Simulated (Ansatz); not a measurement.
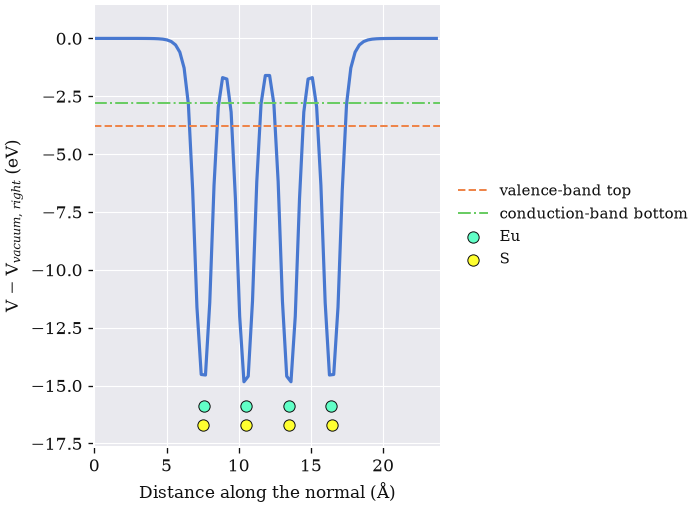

Plane-averaged electrostatic potential energy of an electron across the slab; circles at the bottom mark the heights of the atoms (positions after relaxation). System: a (100) slab cut from EuS (Fm-3m), ended by EuS planes, 8 atoms in the cell. Level of theory: DFT PBE+U, scalar-relativistic, plane waves, PAW, Ueff = 6 eV on Eu f, spin-polarised, 6×6×1 k mesh, 420 eV cutoff, Gaussian smearing of 0.05 eV; code Ansatz.

From the vacuum level at the right face the ionisation potential is 3.78 eV and the electron affinity 2.81 eV; the left face gives the same. The slab's gap, their difference before rounding, is 0.97 eV. The two vacuum levels agree, so the slab has no net dipole along its normal. The outermost atoms are 9.0 Å apart, which leaves 15.0 Å of vacuum in a cell 24.0 Å high.

The run may have settled in a state above the lowest, so this need not be the ground state. Spin-orbit coupling is left out, which matters for Eu.
